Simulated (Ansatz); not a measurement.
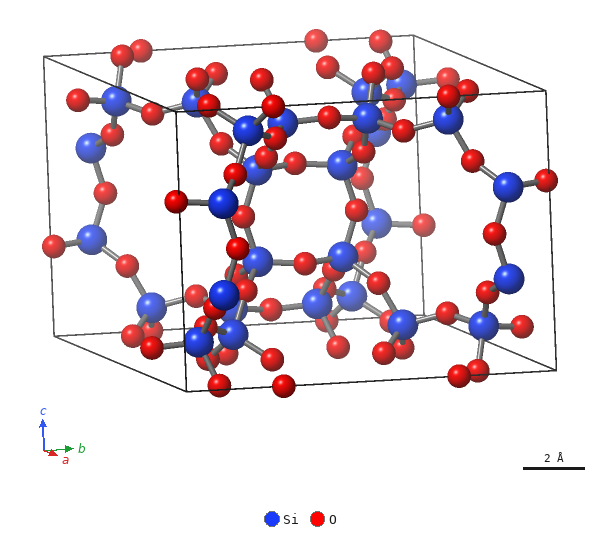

*The input geometry (ball-and-stick view of the cell 2 times as large as that of the calculation, set on its symmetry axes, seen slightly off an axis).*

Near neighbours in the crystal (not all of them lie inside the picture): Si has 4 O at 1.55 to 1.62 Å; O has 2 Si at 1.55 to 1.62 Å.

Geometry relaxation, with input and output: SiO$_{2}$ (part 1 of 4)

System: SiO$_{2}$ (C2/m, 36 atoms in the cell).
Method: DFT, PBE, plane-wave PAW, default files, scalar-relativistic, no spin polarisation (Ansatz 0.2.0).

It belongs to a series of runs on one base structure; here: x stretched by -4 %, ions relaxed.

## The program's output
```
Warning: output.stress: scf.convergence.dr2_threshold = 1e-7 eV (the SCF's general default) is looser than the 3.6e-9 eV advised for a printed stress (1e-10 eV for each atom of the cell: 36). What an SCF threshold leaves in a stress goes as its square root, and in the free energy as the threshold itself, and one threshold admits the most on a small cell: of the crystals measured, under no hybrid functional and no lock of the moments, on runs that ended without the residual-converged pass, on stresses that held no estimate of that error, the worst erred by over 100 MPa in a component at 1e-7 eV an atom and by under 5 at 1e-10. Every solve of this run answers to scf.convergence.dr2_threshold, and the tensor of one is reported: a single SCF on the reported geometry and on this run's grids (its basis.xc_grid and basis.ecutrho_ratio typed), with scf.convergence.dr2_threshold at 3.6e-9 eV or tighter, prints it and tightens no other solve. Else set scf.convergence.dr2_threshold to 3.6e-9 eV or tighter. The threshold is an SCF's pass mark: one that does not reach it within its budget of iterations ends unconverged, or closes short of it on a stop that the run arms, and scf.convergence.dr2_threshold's page says what that costs each kind of run
Engine: ansatz 0.2.0, aarch64-unknown-linux-gnu
Pseudopotentials: kind: paw
Pseudopotential: Si, paw, valence charge 4, recommended cutoff 420 eV (normal), Si.paw.azcp
Pseudopotential: O, paw, valence charge 6, recommended cutoff 420 eV (normal), O.paw.azcp
Functional definition: PBE
  parameter kappa = 0.804
  parameter beta = 0.06672455060314922
  exchange = pbe_x(kappa = kappa, mu = beta*pi^2/3)
  correlation = pbe_c(beta = beta)
Crystal: 36 atoms, lattice volume = 760.121 Å³
Basis set: ecut = 420 eV, 14879 PW (Γ), exchange–correlation on 128×128×128 points (8 copies of the dense FFT grid, shifted against one another)
Bands: 132, of which v1, the nominal top of the filled ones, is band 96 counted from 1 (95 counted from 0)
Symmetry: 4 space group operations
Space group: C2/m (ITA 12), of the structure as read, at distance tolerance 9.1e-5 Å
k-points: 10 of 27
Non-local potential: Si, projectors of the file, l = 0: 2, l = 1: 2, l = 2: 2
Non-local potential: O, projectors of the file, l = 0: 2, l = 1: 2, l = 2: 1
PAW form: soft (Blöchl's): semilocal exchange-correlation on the pseudo side does not see the compensation charge
PAW one-centre angular grid: Si, 110 points (default); XC on 64 Gauss nodes
PAW one-centre angular grid: O, 110 points (default); XC on 64 Gauss nodes
Initial density: superposition of atomic densities (neutral atoms: chi_scale 0, normalization atom), corrected by the library's trained network
Initial wavefunctions: pseudopotential atomic-orbital guess
Functional: x = pbe(κ = 0.804, μ = 0.2195149727645171), c = pbe(β = 0.06672455060314922)
SCF iter   1: F=—  HF=-21287.405219 eV  |F-HF|=—  |Δ(HF+E_count)|=         —  Δρ=1.72e-3  dr2=2.12e-2  ethr=1.77e-3  ⟨swp⟩=7.1  Hψ=6859  notcnv=0  defer=148
preconditioner: auto → Resta (q_TF=auto, 2.169 Å⁻¹)  ε∞=2.3  [insulator: Δε(μ)=5.929 eV  Ē_g=16.581 eV  σ=0.020 eV  W_gap=1.00  n_scr=124 (ndim 8)  ℏωp=18.7 eV  f_vac=0.449  D(μ)=0.00/eV (n_scr^D=0)  ε∞_Penn≈2.3  vacuum switching on, ρ_ref=2.0e-2 e/Å³]
SCF iter   2: F=—  HF=-21287.416183 eV  |F-HF|=—  |Δ(HF+E_count)|=   1.10e-2  Δρ=7.90e-4  dr2=3.11e-3  ethr=1.11e-5  ⟨swp⟩=3.1  Hψ=2381  notcnv=0  defer=294
SCF iter   3: F=—  HF=-21287.422188 eV  |F-HF|=—  |Δ(HF+E_count)|=   6.00e-3  Δρ=3.32e-4  dr2=7.57e-4  ethr=1.62e-6  ⟨swp⟩=3.4  Hψ=1848  notcnv=0  defer=294
SCF iter   4: F=—  HF=-21287.423792 eV  |F-HF|=—  |Δ(HF+E_count)|=   1.60e-3  Δρ=7.98e-5  dr2=4.55e-5  ethr=3.94e-7  ⟨swp⟩=3.9  Hψ=2095  notcnv=0  defer=294
iter 5 did not close the SCF: its close was put off for the readings that it lacked (scf_convergence_deferred on its scf_iter line)
SCF iter   5: F=-21287.423792 eV  HF=-21287.423793 eV  |F-HF|=6.51e-7  |Δ(HF+E_count)|=   7.82e-7  Δρ=3.30e-5  dr2=5.12e-6  ethr=2.37e-8  ⟨swp⟩=2.0  Hψ=2091  notcnv=0  defer=294
SCF iter   6: F=-21287.423793 eV  HF=-21287.423793 eV  |F-HF|=8.23e-8  |Δ(HF+E_count)|=   7.86e-7  Δρ=6.72e-6  dr2=2.57e-7  ethr=2.67e-9  ⟨swp⟩=8.0  Hψ=9601  notcnv=0
SCF 1 converged in 6 iterations: F = -21287.423793 eV  dr2 = 2.57e-7
  greatest PAW one-centre occupation: 0.870 electrons in one spin orbital (limit 2), on the O atom at site 29 (counted from 0), in its partial waves of l = 0
relax step   1: F+E_penalty+E_count = -21287.42379338 eV  Δ(F+E_penalty+E_count) = +0.000e0 eV  max|allowed force component| = 1.779e0 eV/Å  Δτ_max = 0.0000 Å  (6 SCF iters, dr2 threshold 1.00e-5 eV, accepted)
Initial density: handed on by an earlier stage of this run
Initial wavefunctions: those handed on with the density
iter 1 solved again at ethr=3.01e-5 eV; its pass at ethr=3.10e-3 eV (dr2=5.77e-2 eV) is discarded
SCF iter   1: F=—  HF=-21287.753434 eV  |F-HF|=—  |Δ(HF+E_count)|=         —  Δρ=3.54e-3  dr2=6.08e-2  ethr=3.01e-5  ⟨swp⟩=2.0  Hψ=4138  notcnv=0  defer=298
preconditioner: auto → Resta (q_TF=auto, 2.169 Å⁻¹)  ε∞=2.3  [insulator: Δε(μ)=5.872 eV  Ē_g=16.499 eV  σ=0.020 eV  W_gap=1.00  n_scr=124 (ndim 8)  ℏωp=18.7 eV  f_vac=0.447  D(μ)=0.00/eV (n_scr^D=0)  ε∞_Penn≈2.3  vacuum switching on, ρ_ref=2.0e-2 e/Å³]
SCF iter   2: F=—  HF=-21287.738887 eV  |F-HF|=—  |Δ(HF+E_count)|=   1.45e-2  Δρ=1.52e-3  dr2=9.78e-3  ethr=3.01e-5  ⟨swp⟩=2.5  Hψ=1987  notcnv=0  defer=298
SCF iter   3: F=—  HF=-21287.737740 eV  |F-HF|=—  |Δ(HF+E_count)|=   1.15e-3  Δρ=7.44e-4  dr2=2.36e-3  ethr=5.10e-6  ⟨swp⟩=2.0  Hψ=1893  notcnv=0  defer=298
SCF iter   4: F=—  HF=-21287.737522 eV  |F-HF|=—  |Δ(HF+E_count)|=   2.17e-4  Δρ=1.39e-4  dr2=8.26e-5  ethr=1.23e-6  ⟨swp⟩=2.0  Hψ=1972  notcnv=0  defer=298
SCF iter   5: F=-21287.737541 eV  HF=-21287.737548 eV  |F-HF|=6.54e-6  |Δ(HF+E_count)|=   2.56e-5  Δρ=4.63e-5  dr2=1.07e-5  ethr=4.30e-8  ⟨swp⟩=11.0  Hψ=11738  notcnv=0
SCF 2 converged in 5 iterations: F = -21287.737541 eV  dr2 = 1.07e-5
[... from here on the iterations of each SCF are left out, up to the last one ...]
relax step   2: F+E_penalty+E_count = -21287.73754112 eV  Δ(F+E_penalty+E_count) = -3.137e-1 eV  max|allowed force component| = 1.027e0 eV/Å  Δτ_max = 0.0351 Å  (5 SCF iters, dr2 threshold 1.00e-4 eV, accepted)
preconditioner: auto → Resta (q_TF=auto, 2.169 Å⁻¹)  ε∞=2.3  [insulator: Δε(μ)=5.769 eV  Ē_g=16.313 eV  σ=0.020 eV  W_gap=1.00  n_scr=124 (ndim 8)  ℏωp=18.7 eV  f_vac=0.443  D(μ)=0.00/eV (n_scr^D=0)  ε∞_Penn≈2.3  vacuum switching on, ρ_ref=1.9e-2 e/Å³]
SCF 3 converged in 6 iterations: F = -21288.057058 eV  dr2 = 7.17e-6
relax step   3: F+E_penalty+E_count = -21288.05705784 eV  Δ(F+E_penalty+E_count) = -3.195e-1 eV  max|allowed force component| = 3.020e-1 eV/Å  Δτ_max = 0.2000 Å  (6 SCF iters, dr2 threshold 6.59e-5 eV, accepted)
preconditioner: auto → Resta (q_TF=auto, 2.169 Å⁻¹)  ε∞=2.3  [insulator: Δε(μ)=5.826 eV  Ē_g=16.372 eV  σ=0.020 eV  W_gap=1.00  n_scr=124 (ndim 8)  ℏωp=18.7 eV  f_vac=0.443  D(μ)=0.00/eV (n_scr^D=0)  ε∞_Penn≈2.3  vacuum switching on, ρ_ref=1.9e-2 e/Å³]
SCF 4 converged in 6 iterations: F = -21288.222258 eV  dr2 = 5.08e-6
relax step   4: F+E_penalty+E_count = -21288.22225820 eV  Δ(F+E_penalty+E_count) = -1.652e-1 eV  max|allowed force component| = 1.180e-1 eV/Å  Δτ_max = 0.2000 Å  (6 SCF iters, dr2 threshold 7.90e-6 eV, accepted)
preconditioner: auto → Resta (q_TF=auto, 2.169 Å⁻¹)  ε∞=2.3  [insulator: Δε(μ)=5.794 eV  Ē_g=16.274 eV  σ=0.020 eV  W_gap=1.00  n_scr=124 (ndim 8)  ℏωp=18.7 eV  f_vac=0.440  D(μ)=0.00/eV (n_scr^D=0)  ε∞_Penn≈2.3  vacuum switching on, ρ_ref=1.9e-2 e/Å³]
SCF 5 converged in 7 iterations: F = -21288.363388 eV  dr2 = 1.77e-7
relax step   5: F+E_penalty+E_count = -21288.36338800 eV  Δ(F+E_penalty+E_count) = -1.411e-1 eV  max|allowed force component| = 1.732e-1 eV/Å  Δτ_max = 0.2000 Å  (7 SCF iters, dr2 threshold 1.21e-6 eV, accepted)
preconditioner: auto → Resta (q_TF=auto, 2.169 Å⁻¹)  ε∞=2.3  [insulator: Δε(μ)=5.802 eV  Ē_g=16.267 eV  σ=0.020 eV  W_gap=1.00  n_scr=124 (ndim 8)  ℏωp=18.7 eV  f_vac=0.439  D(μ)=0.00/eV (n_scr^D=0)  ε∞_Penn≈2.3  vacuum switching on, ρ_ref=1.9e-2 e/Å³]
SCF 6 converged in 7 iterations: F = -21288.458575 eV  dr2 = 1.20e-7
  greatest PAW one-centre occupation: 0.863 electrons in one spin orbital (limit 2), on the O atom at site 34 (counted from 0), in its partial waves of l = 0
relax step   6: F+E_penalty+E_count = -21288.45857466 eV  Δ(F+E_penalty+E_count) = -9.519e-2 eV  max|allowed force component| = 3.893e-2 eV/Å  Δτ_max = 0.1352 Å  (7 SCF iters, dr2 threshold 4.58e-6 eV, accepted)
SCF iter   1: F=—  HF=-21288.462759 eV  |F-HF|=—  |Δ(HF+E_count)|=         —  Δρ=1.46e-3  dr2=1.01e-2  ethr=5.56e-5  ⟨swp⟩=3.1  Hψ=2688  notcnv=0  defer=297
preconditioner: auto → Resta (q_TF=auto, 2.169 Å⁻¹)  ε∞=2.3  [insulator: Δε(μ)=5.796 eV  Ē_g=16.262 eV  σ=0.020 eV  W_gap=1.00  n_scr=124 (ndim 8)  ℏωp=18.7 eV  f_vac=0.438  D(μ)=0.00/eV (n_scr^D=0)  ε∞_Penn≈2.3  vacuum switching on, ρ_ref=1.9e-2 e/Å³]
SCF iter   2: F=—  HF=-21288.460423 eV  |F-HF|=—  |Δ(HF+E_count)|=   2.34e-3  Δρ=7.55e-4  dr2=2.49e-3  ethr=5.26e-6  ⟨swp⟩=1.0  Hψ=1520  notcnv=0  defer=297
SCF iter   3: F=—  HF=-21288.459992 eV  |F-HF|=—  |Δ(HF+E_count)|=   4.31e-4  Δρ=1.40e-4  dr2=9.00e-5  ethr=1.30e-6  ⟨swp⟩=2.1  Hψ=1766  notcnv=0  defer=297
SCF iter   4: F=—  HF=-21288.460343 eV  |F-HF|=—  |Δ(HF+E_count)|=   3.51e-4  Δρ=6.63e-5  dr2=2.12e-5  ethr=4.69e-8  ⟨swp⟩=2.0  Hψ=1983  notcnv=0  defer=297
SCF iter   5: F=—  HF=-21288.460341 eV  |F-HF|=—  |Δ(HF+E_count)|=   2.51e-6  Δρ=2.59e-5  dr2=3.65e-6  ethr=1.10e-8  ⟨swp⟩=2.1  Hψ=1550  notcnv=0  defer=297
SCF iter   6: F=—  HF=-21288.460340 eV  |F-HF|=—  |Δ(HF+E_count)|=   5.11e-7  Δρ=8.06e-6  dr2=4.10e-7  ethr=1.90e-9  ⟨swp⟩=2.1  Hψ=1725  notcnv=0  defer=297
SCF iter   7: F=-21288.460340 eV  HF=-21288.460340 eV  |F-HF|=2.33e-9  |Δ(HF+E_count)|=   7.52e-8  Δρ=1.32e-6  dr2=6.80e-9  ethr=5.21e-11  ⟨swp⟩=9.1  Hψ=8494  notcnv=0
SCF 7 converged in 7 iterations: F = -21288.460340 eV  dr2 = 6.80e-9
relax step   7: F+E_penalty+E_count = -21288.46034026 eV  Δ(F+E_penalty+E_count) = -1.766e-3 eV  max|allowed force component| = 6.002e-3 eV/Å  Δτ_max = 0.0189 Å  (7 SCF iters, accepted)
```

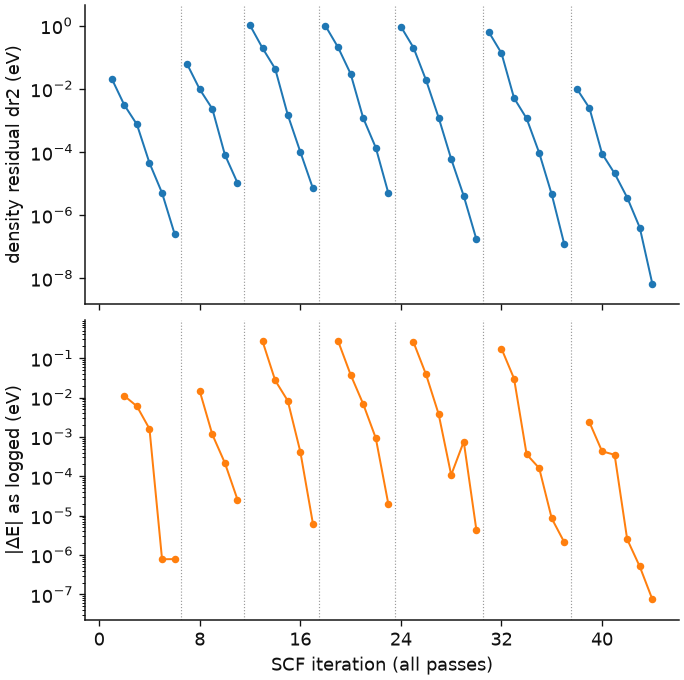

*Convergence of the self-consistent field: density residual dr2 and size of the energy change against the SCF iteration. The dotted lines part the SCF passes of the relaxation: geometry steps, rejected trials and re-solves on a re-selected basis.*

The 7 passes take 5 to 7 iterations each, 44 in all.

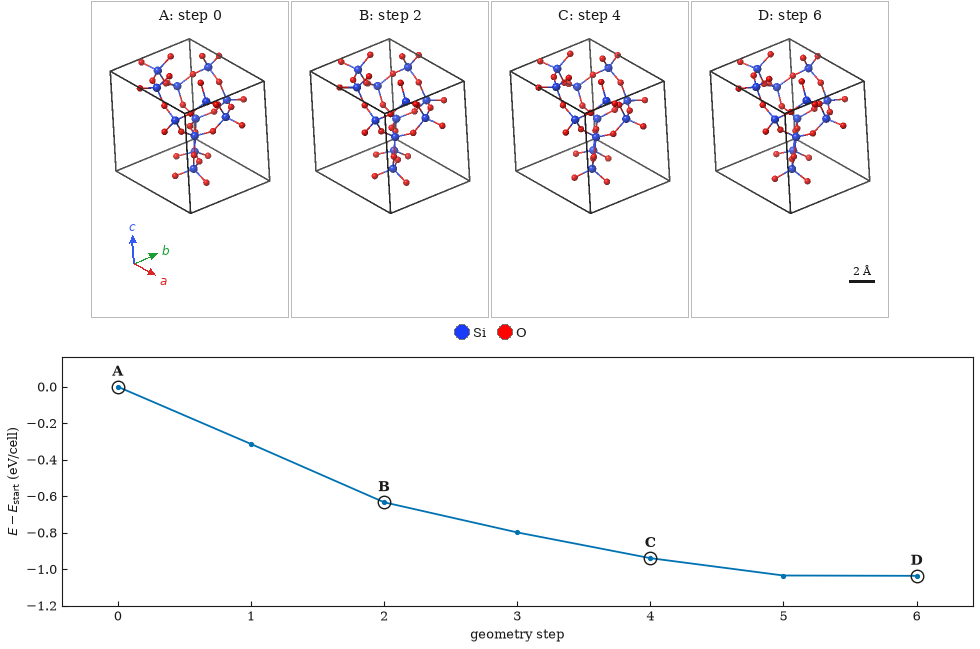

*Frames of the relaxation (ball-and-stick view of the cell of the calculation (origin shifted), seen at an oblique angle) above the curves, on which the letters mark them (the first geometry is step 0 here and step 1 in the log).*

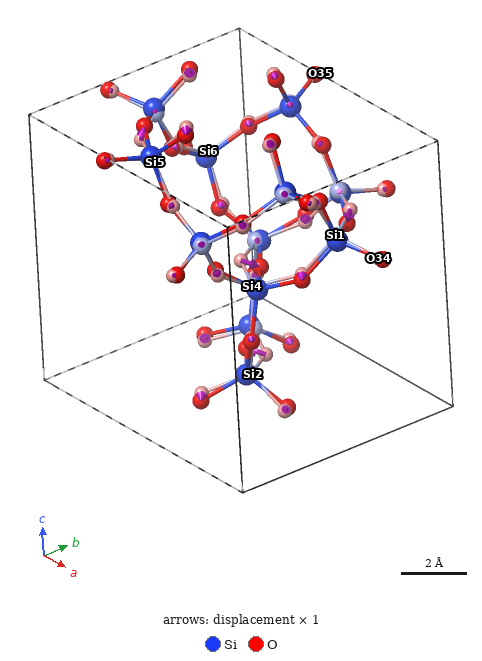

*Start (faint) and end (solid) with the displacements as pink arrows, at true length (ball-and-stick view of the cell of the calculation (origin shifted), seen at an oblique angle).*

The largest moves, 0.63 Å, are those of O20 and O22. Largest moves by element: O 0.63 Å, Si 0.19 Å. The cell stays as it was. Among the contacts that change: Si11–O26 1.552 → 1.612 Å, Si12–O31 1.571 → 1.619 Å, Si10–O22 1.565 → 1.613 Å, Si12–O24 1.598 → 1.630 Å. Among the angles that change: Si2–O22–Si10 147.4° → 174.5°, Si1–O13–Si4 147.6° → 135.1°, Si8–O33–Si10 144.1° → 134.7°. The space group stays C2/m (No. 12). Over 6 geometry steps the energy falls by 1.037 eV per cell of the calculation. The largest force component goes from 1.8 to 0.006 eV/Å. (Atoms are counted from 1 in the order of the input.)

```
NSCF: frozen V_eff on 10 k-points
the band table was solved once a step of the walk had ended and its energy, with any forces and stress, was formed, with the checks that follow a solve (8163 applications of the Hamiltonian). They found nothing against the state; the energy, forces and stress were not computed again (output.eigenvalues in the input reference)
WARN: The output density's exchange-correlation potential varies sharply where the density is thin. Do not read a vacuum level from v_tot or v_xc, or from such a field of the output density. On a cell that repeats whose density bears no net charge and no dipole along the vacuum's axis use v_es (v_loc + v_h of the components); under efield.dipole_correction with no amplitude use v_es + v_field, which holds any external_charges[].barrier, or the levels of the report's work_function block, which leave it out; under a non-zero efield.amplitude the vacuum is tilted and has no level; on a cell that repeats and bears such a dipole with no correction it is tilted too, and efield.dipole_correction with no amplitude gives each side of its ramp a level where efield: is served; in a cell that repeats whose density bears a net charge (total_charge, or a fill off its count) it is curved and has none; of a slab under crystal.periodic whose density bears no net charge use v_es, which has a level on each side, short of where the two are joined; of another it falls or rises all the way out and has none; of a slab beside external_charges read slab_vacuum_level instead, which it has where they leave it neutral. The grid or the basis barely resolves most such structure, and the values can differ between equally converged runs; as a rule a tighter scf.convergence.dr2_threshold does not remove it. Where the density itself ripples (under the LDA too) a higher basis.ecutwfc lessens it. The files hold the spikes' plane waves up to the density's cutoff. Files: v_tot_of_output_density and the like, and their columns of v_z.tsv (output.write_potential); v_xc_of_output_density and the like, and their columns of v_comp_z.tsv (output.write_potential_components). Measured: with its Gaussian average of σ = 0.25 Å subtracted twice, the exchange-correlation potential is over 0.1 eV at 2331 of the grid points where the equally averaged density (valence and model cores) is under 1e-3 e/Å³, and 1.98 eV at the most among them, at an averaged density of 3.1e-4 e/Å³. The input density's (outcome.potential() and, of a run that writes arrays, v_tot and v_xc) is over 0.1 eV, so measured, at 2327 points of its own thin density, 1.98 eV at the most. See output.write_potential in the manual, Limitations
SCF converged after 7 iterations
Free energy (F): -21288.460340 eV
Harris-Foulkes:  -21288.460340 eV  (|F-HF|=2.33e-9)
Internal energy: -21288.460340 eV  (E = F + TS)
E sigma→0 (E₀):  -21288.460340 eV
Fermi energy:    1.198154 eV
```
